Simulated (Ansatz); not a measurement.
## Si$_{10}$C$_{10}$: geometry relaxation (part 1 of 2)

The run: geometry relaxation of Si$_{10}$C$_{10}$ (slab, 20 atoms in the cell). Method and program: DFT, PBEsol, PAW, plane waves (Ansatz 0.2.0).

The structure is a generated slab.

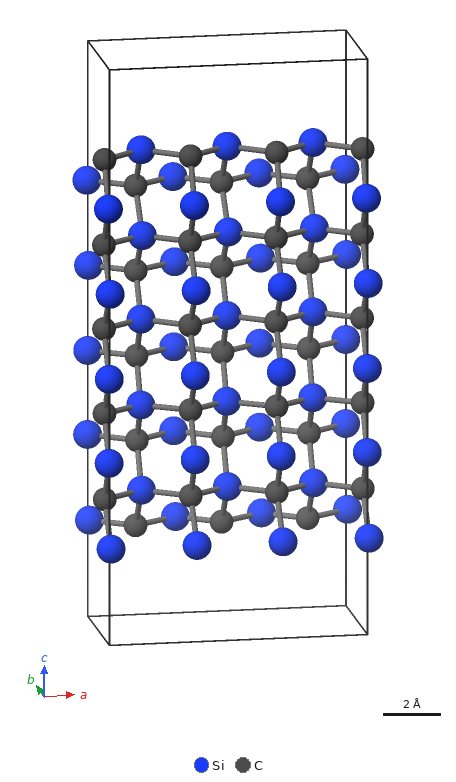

*The input geometry (ball-and-stick view of the 3 × 1 repeat of the cell, with the vacuum cut short, seen slightly off an axis).*

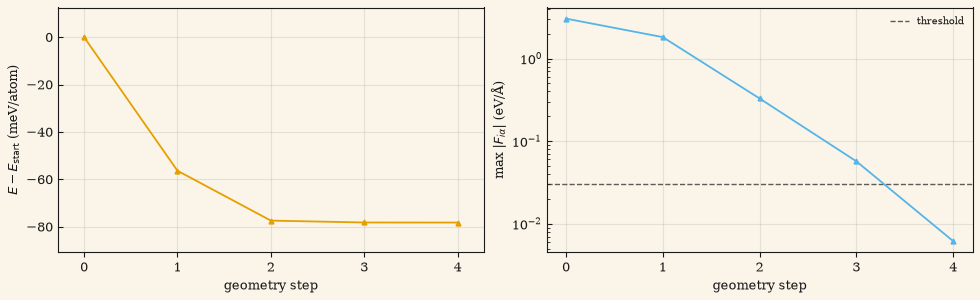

*Progress of the relaxation, step by step (the first geometry is step 0 here and step 1 in the log).*

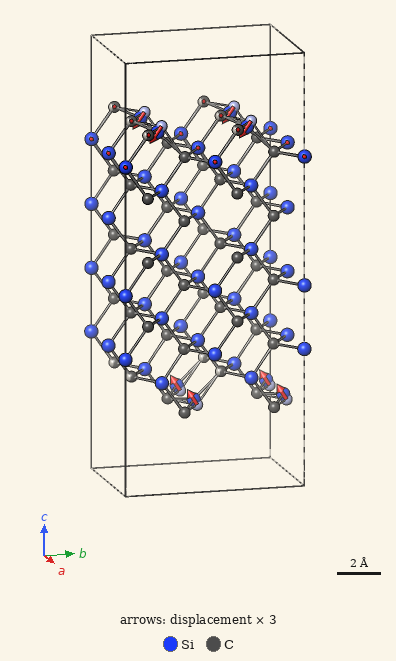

*Start (faint) and end (solid) with the displacements as red arrows, magnified 3 times (ball-and-stick view of the 2 × 2 repeat of the cell, with the vacuum cut short (origin shifted), seen slightly off an axis).*

The largest move is that of Si8, 0.34 Å. Largest moves by element: Si 0.34 Å, C 0.07 Å. The cell doesn't change. Among the contacts that change: Si8–C13 1.936 → 1.777 Å, Si3–C20 1.932 → 1.777 Å, Si7–C12 1.827 → 1.887 Å, Si3–C15 1.899 → 1.844 Å. Among the angles that change: C13–Si8–C13 107.6° → 120.2°, Si8–C13–Si8 107.6° → 120.2°, Si1–C13–Si8 112.3° → 100.2°. After 4 geometry steps the energy has fallen by 78.2 meV per atom. The largest force component goes from 3 to 0.0062 eV/Å. (Atoms are counted from 1 in the order of the input.)

The input and output of the run follow.

Input:
```yaml
crystal:
  lattice:
    - [2.178427, -2.178427, 0.000000]
    - [0.000000, 0.000000, 4.356853]
    - [-18.995308, -18.995308, 0.000000]
  atoms:
    - { symbol: Si, position: [0.987106, 0.995653, 0.701047] }
    - { symbol: Si, position: [0.997891, 0.999803, 0.470822] }
    - { symbol: Si, position: [0.015932, 0.989460, 0.241750] }
    - { symbol: Si, position: [0.006755, 0.995617, 0.585877] }
    - { symbol: Si, position: [0.996811, 0.001514, 0.357230] }
    - { symbol: Si, position: [0.506528, 0.491805, 0.643389] }
    - { symbol: Si, position: [0.487668, 0.495617, 0.414407] }
    - { symbol: Si, position: [0.492582, 0.501727, 0.758985] }
    - { symbol: Si, position: [0.492416, 0.500959, 0.530132] }
    - { symbol: Si, position: [0.498132, 0.503926, 0.298941] }
    - { symbol: C, position: [0.998866, 0.252315, 0.642490] }
    - { symbol: C, position: [0.005548, 0.251625, 0.414622] }
    - { symbol: C, position: [0.003685, 0.243288, 0.757936] }
    - { symbol: C, position: [0.999312, 0.250912, 0.529124] }
    - { symbol: C, position: [0.007008, 0.246198, 0.298886] }
    - { symbol: C, position: [0.493307, 0.749338, 0.586209] }
    - { symbol: C, position: [0.509443, 0.758702, 0.356478] }
    - { symbol: C, position: [0.490015, 0.749284, 0.700906] }
    - { symbol: C, position: [0.502235, 0.749738, 0.470968] }
    - { symbol: C, position: [0.490493, 0.747458, 0.241824] }
kpoints:
  mp_grid: { grid: [6, 4, 1] }
hamiltonian:
  xc: pbesol
scf:
  occupations: { method: fermi_dirac, width: 0.01 }
relax:
  f_tol: 0.03
  max_steps: 80
  escape_saddle: false
  adjacent_minimum: "off"
output:
  forces: true
  eigenvalues: true
  populations: true
```

Launched with:
```bash
ansatz run in.yaml --threads 8 --pin off --max-ram 17100MiB --runs-dir r --events-out ev --progress --plain
```

Log:
```
Pseudopotentials: kind: paw
Functional definition: PBEsol
  exchange = pbesol_x
  correlation = pbesol_c
Crystal: 20 atoms, lattice volume = 360.572 Å³
Basis set: ecut = 420 eV, 7005 PW (Γ), exchange–correlation on 48×60×360 points (8 copies of the dense FFT grid, shifted against one another)
Bands: 60, of which v1, the nominal top of the filled ones, is band 40 counted from 1 (39 counted from 0)
Symmetry: 1 space group operations
Space group: P1 (ITA 1), of the structure as read, at distance tolerance 7.1e-5 Å
k-points: 14 of 24 (time reversal used)
Non-local potential: Si, projectors of the file, l = 0: 2, l = 1: 2, l = 2: 2
Non-local potential: C, projectors of the file, l = 0: 2, l = 1: 2, l = 2: 1
PAW form: soft (Blöchl's): semilocal exchange-correlation on the pseudo side does not see the compensation charge
PAW frozen core: Si, regenerated for the run's functional, and the local potential with it (the file was generated under x = pbe(κ = 0.804, μ = 0.2195149727645171), c = pbe(β = 0.06672455060314922))
PAW frozen core: C, regenerated for the run's functional, and the local potential with it (the file was generated under x = pbe(κ = 0.804, μ = 0.2195149727645171), c = pbe(β = 0.06672455060314922))
PAW one-centre angular grid: Si, 110 points (default); XC on 64 Gauss nodes
PAW one-centre angular grid: C, 110 points (default); XC on 64 Gauss nodes
Initial density: superposition of atomic densities (neutral atoms: chi_scale 0, normalization atom), corrected by the library's trained network
Initial wavefunctions: pseudopotential atomic-orbital guess
Functional: x = pbesol(κ = 0.804, μ = 0.12345679012345678), c = pbesol(β = 0.046)
SCF iter   1: F=—  HF=-8680.306810 eV  |F-HF|=—  |Δ(HF+E_count)|=         —  Δρ=6.91e-3  dr2=4.33e-1  ethr=1.77e-3  ⟨swp⟩=10.1  Hψ=5044  notcnv=0  defer=84
preconditioner: auto → Resta (q_TF=auto, 2.123 Å⁻¹)  ε∞=3.5  [insulator: Δε(μ)=0.217 eV  Ē_g=11.082 eV  σ=0.010 eV  W_gap=1.00  n_scr=54 (ndim 8)  ℏωp=17.5 eV  f_vac=0.354  D(μ)=0.00/eV (n_scr^D=0)  ε∞_Penn≈3.5  vacuum switching on, ρ_ref=8.9e-3 e/Å³]
SCF iter   2: F=—  HF=-8680.224656 eV  |F-HF|=—  |Δ(HF+E_count)|=   8.22e-2  Δρ=2.77e-3  dr2=7.09e-2  ethr=5.42e-4  ⟨swp⟩=3.3  Hψ=1523  notcnv=0  defer=206
preconditioner: auto → LDOS  [metal: Δε(μ)=0.021 eV  Ē_g=11.066 eV  σ=0.010 eV  W_gap=0.44  n_scr=54 (ndim 8)  ℏωp=17.5 eV  f_vac=0.353  D(μ)=4.98/eV (n_scr^D=22)  β→1.0]
SCF iter   3: F=—  HF=-8680.219538 eV  |F-HF|=—  |Δ(HF+E_count)|=   5.12e-3  Δρ=1.08e-3  dr2=5.40e-3  ethr=8.86e-5  ⟨swp⟩=3.1  Hψ=1266  notcnv=0  defer=208
SCF iter   4: F=—  HF=-8680.219510 eV  |F-HF|=—  |Δ(HF+E_count)|=   2.72e-5  Δρ=5.93e-4  dr2=2.17e-3  ethr=6.75e-6  ⟨swp⟩=2.4  Hψ=1442  notcnv=0  defer=208
SCF iter   5: F=—  HF=-8680.219202 eV  |F-HF|=—  |Δ(HF+E_count)|=   3.09e-4  Δρ=2.24e-4  dr2=5.18e-4  ethr=2.71e-6  ⟨swp⟩=2.3  Hψ=1308  notcnv=0  defer=208
SCF iter   6: F=—  HF=-8680.219150 eV  |F-HF|=—  |Δ(HF+E_count)|=   5.22e-5  Δρ=9.14e-5  dr2=8.67e-5  ethr=6.47e-7  ⟨swp⟩=2.5  Hψ=1306  notcnv=0  defer=208
SCF iter   7: F=-8680.219145 eV  HF=-8680.219148 eV  |F-HF|=3.32e-6  |Δ(HF+E_count)|=   1.28e-6  Δρ=3.48e-5  dr2=9.75e-6  ethr=2.81e-8  ⟨swp⟩=26.6  Hψ=6809  notcnv=0
SCF 1 converged in 7 iterations: F = -8680.219145 eV  dr2 = 9.75e-6
  greatest PAW one-centre occupation: 0.651 electrons in one spin orbital (limit 2), on the C atom at site 19 (counted from 0), in its partial waves of l = 0
relax step   1: F+E_penalty+E_count = -8680.21914502 eV  Δ(F+E_penalty+E_count) = +0.000e0 eV  max|allowed force component| = 3.039e0 eV/Å  Δτ_max = 0.0000 Å  (7 SCF iters, dr2 threshold 2.25e-5 eV, accepted)
Initial density: handed on by an earlier stage of this run
Initial wavefunctions: those handed on with the density
iter 1 solved again at ethr=4.79e-4 eV; its pass at ethr=3.10e-3 eV (dr2=3.83e-1 eV) is discarded
SCF iter   1: F=—  HF=-8681.439039 eV  |F-HF|=—  |Δ(HF+E_count)|=         —  Δρ=9.00e-3  dr2=3.79e-1  ethr=4.79e-4  ⟨swp⟩=2.1  Hψ=3712  notcnv=0  defer=194
preconditioner: auto → Resta (q_TF=auto, 2.123 Å⁻¹)  ε∞=3.4  [insulator: Δε(μ)=0.510 eV  Ē_g=11.251 eV  σ=0.010 eV  W_gap=1.00  n_scr=54 (ndim 8)  ℏωp=17.5 eV  f_vac=0.363  D(μ)=0.00/eV (n_scr^D=0)  ε∞_Penn≈3.4  vacuum switching on, ρ_ref=9.2e-3 e/Å³]
SCF iter   2: F=—  HF=-8681.351216 eV  |F-HF|=—  |Δ(HF+E_count)|=   8.78e-2  Δρ=3.16e-3  dr2=3.33e-2  ethr=4.74e-4  ⟨swp⟩=2.6  Hψ=1167  notcnv=0  defer=194
SCF iter   3: F=—  HF=-8681.346667 eV  |F-HF|=—  |Δ(HF+E_count)|=   4.55e-3  Δρ=1.54e-3  dr2=8.45e-3  ethr=4.16e-5  ⟨swp⟩=3.1  Hψ=1492  notcnv=0  defer=198
SCF iter   4: F=—  HF=-8681.346265 eV  |F-HF|=—  |Δ(HF+E_count)|=   4.02e-4  Δρ=4.97e-4  dr2=2.00e-3  ethr=1.06e-5  ⟨swp⟩=2.9  Hψ=1177  notcnv=0  defer=198
SCF iter   5: F=—  HF=-8681.346175 eV  |F-HF|=—  |Δ(HF+E_count)|=   8.96e-5  Δρ=1.27e-4  dr2=1.37e-4  ethr=2.50e-6  ⟨swp⟩=2.6  Hψ=1164  notcnv=0  defer=198
SCF iter   6: F=-8681.346198 eV  HF=-8681.346204 eV  |F-HF|=6.36e-6  |Δ(HF+E_count)|=   2.94e-5  Δρ=5.11e-5  dr2=2.18e-5  ethr=1.25e-7  ⟨swp⟩=20.6  Hψ=6689  notcnv=0
SCF 2 converged in 6 iterations: F = -8681.346198 eV  dr2 = 2.18e-5
  greatest PAW one-centre occupation: 0.656 electrons in one spin orbital (limit 2), on the C atom at site 19 (counted from 0), in its partial waves of l = 0
relax step   2: F+E_penalty+E_count = -8681.34619811 eV  Δ(F+E_penalty+E_count) = -1.127e0 eV  max|allowed force component| = 1.814e0 eV/Å  Δτ_max = 0.1973 Å  (6 SCF iters, dr2 threshold 1.00e-4 eV, accepted)
iter 1 solved again at ethr=4.57e-4 eV; its pass at ethr=3.10e-3 eV (dr2=3.65e-1 eV) is discarded
SCF iter   1: F=—  HF=-8681.858147 eV  |F-HF|=—  |Δ(HF+E_count)|=         —  Δρ=8.60e-3  dr2=3.60e-1  ethr=4.57e-4  ⟨swp⟩=2.1  Hψ=3613  notcnv=0  defer=185
preconditioner: auto → Resta (q_TF=auto, 2.123 Å⁻¹)  ε∞=3.4  [insulator: Δε(μ)=0.276 eV  Ē_g=11.388 eV  σ=0.010 eV  W_gap=1.00  n_scr=54 (ndim 8)  ℏωp=17.5 eV  f_vac=0.373  D(μ)=0.00/eV (n_scr^D=0)  ε∞_Penn≈3.4  vacuum switching on, ρ_ref=9.4e-3 e/Å³]
SCF iter   4: F=—  HF=-8681.767035 eV  |F-HF|=—  |Δ(HF+E_count)|=   5.42e-4  Δρ=4.22e-4  dr2=6.57e-4  ethr=1.26e-5  ⟨swp⟩=3.0  Hψ=1338  notcnv=0  defer=188
SCF iter   5: F=—  HF=-8681.767230 eV  |F-HF|=—  |Δ(HF+E_count)|=   1.95e-4  Δρ=1.46e-4  dr2=1.89e-4  ethr=8.21e-7  ⟨swp⟩=3.1  Hψ=1368  notcnv=0  defer=188
SCF iter   6: F=-8681.767228 eV  HF=-8681.767233 eV  |F-HF|=5.26e-6  |Δ(HF+E_count)|=   2.75e-6  Δρ=4.68e-5  dr2=1.64e-5  ethr=1.25e-7  ⟨swp⟩=19.6  Hψ=6317  notcnv=0
SCF 3 converged in 6 iterations: F = -8681.767228 eV  dr2 = 1.64e-5
  greatest PAW one-centre occupation: 0.658 electrons in one spin orbital (limit 2), on the C atom at site 12 (counted from 0), in its partial waves of l = 0
relax step   3: F+E_penalty+E_count = -8681.76722784 eV  Δ(F+E_penalty+E_count) = -4.210e-1 eV  max|allowed force component| = 3.284e-1 eV/Å  Δτ_max = 0.1720 Å  (6 SCF iters, dr2 threshold 1.00e-4 eV, accepted)
SCF iter   1: F=—  HF=-8681.791215 eV  |F-HF|=—  |Δ(HF+E_count)|=         —  Δρ=2.16e-3  dr2=2.60e-2  ethr=2.85e-4  ⟨swp⟩=3.2  Hψ=1765  notcnv=0  defer=188
preconditioner: auto → Resta (q_TF=auto, 2.123 Å⁻¹)  ε∞=3.4  [insulator: Δε(μ)=0.219 eV  Ē_g=11.375 eV  σ=0.010 eV  W_gap=1.00  n_scr=54 (ndim 8)  ℏωp=17.5 eV  f_vac=0.372  D(μ)=0.00/eV (n_scr^D=0)  ε∞_Penn≈3.4  vacuum switching on, ρ_ref=9.4e-3 e/Å³]
SCF iter   2: F=—  HF=-8681.784457 eV  |F-HF|=—  |Δ(HF+E_count)|=   6.76e-3  Δρ=9.95e-4  dr2=3.77e-3  ethr=3.25e-5  ⟨swp⟩=2.8  Hψ=1444  notcnv=0  defer=187
SCF iter   3: F=—  HF=-8681.783346 eV  |F-HF|=—  |Δ(HF+E_count)|=   1.11e-3  Δρ=3.69e-4  dr2=1.14e-3  ethr=4.71e-6  ⟨swp⟩=2.4  Hψ=1243  notcnv=0  defer=187
SCF iter   4: F=—  HF=-8681.783187 eV  |F-HF|=—  |Δ(HF+E_count)|=   1.59e-4  Δρ=1.09e-4  dr2=4.12e-5  ethr=1.43e-6  ⟨swp⟩=2.4  Hψ=1175  notcnv=0  defer=187
SCF iter   5: F=-8681.783184 eV  HF=-8681.783186 eV  |F-HF|=2.12e-6  |Δ(HF+E_count)|=   3.50e-7  Δρ=3.52e-5  dr2=6.13e-6  ethr=8.42e-9  ⟨swp⟩=20.7  Hψ=6245  notcnv=0
SCF 4 converged in 5 iterations: F = -8681.783184 eV  dr2 = 6.13e-6
  greatest PAW one-centre occupation: 0.657 electrons in one spin orbital (limit 2), on the C atom at site 12 (counted from 0), in its partial waves of l = 0
```
